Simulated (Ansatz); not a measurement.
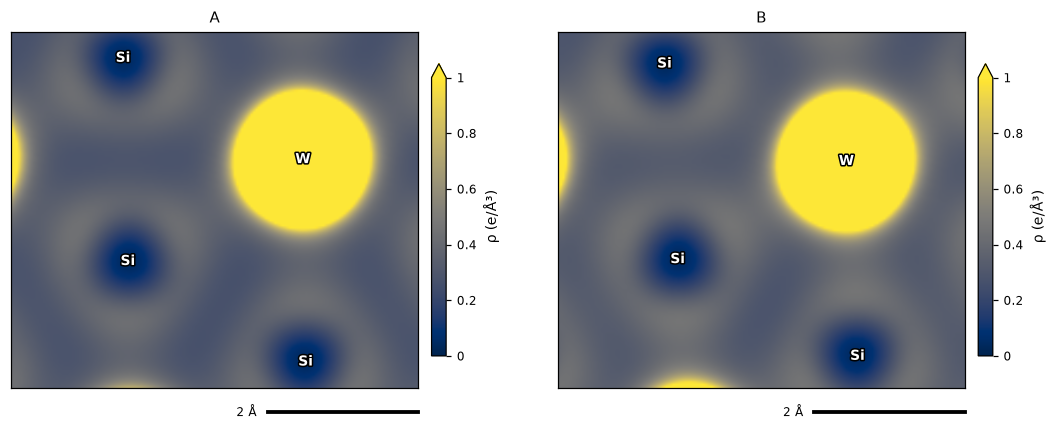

Si$_{2}$W. The valence charge density (pseudo) of two cells that differ in size and shape, on the (11̄0) plane of each (indices in the axes of the calculation cell), at one length scale and on one colour scale: A has 14.7 Å³ an atom and B 13.3.

These are results of DFT PBEsol, scalar-relativistic, plane waves, PAW in Ansatz, not measurements.

The larger cell:

```yaml
crystal:
  lattice:
    - [-1.64128, 1.64128, 4.10326]
    - [1.64128, -1.64128, 4.10326]
    - [1.64128, 1.64128, -4.10326]
  atoms:
    - { symbol: Si, position: [0.33450, 0.33450, 0.00000] }
    - { symbol: Si, position: [0.66550, 0.66550, 0.00000] }
    - { symbol: W, position: [0.00000, 0.00000, 0.00000] }
```

The smaller cell: a = 4.660 Å, b = 4.660 Å, c = 4.660 Å, α = 140.85°, β = 140.85°, γ = 56.57°.

Q: What changes from the larger cell to the smaller?

A: From the larger cell to the smaller, Si–W goes from 2.69 to 2.59 Å, and the density at its midpoint from 0.38 to 0.44 e/Å³; the pressure goes from −19 to 0.3 GPa.
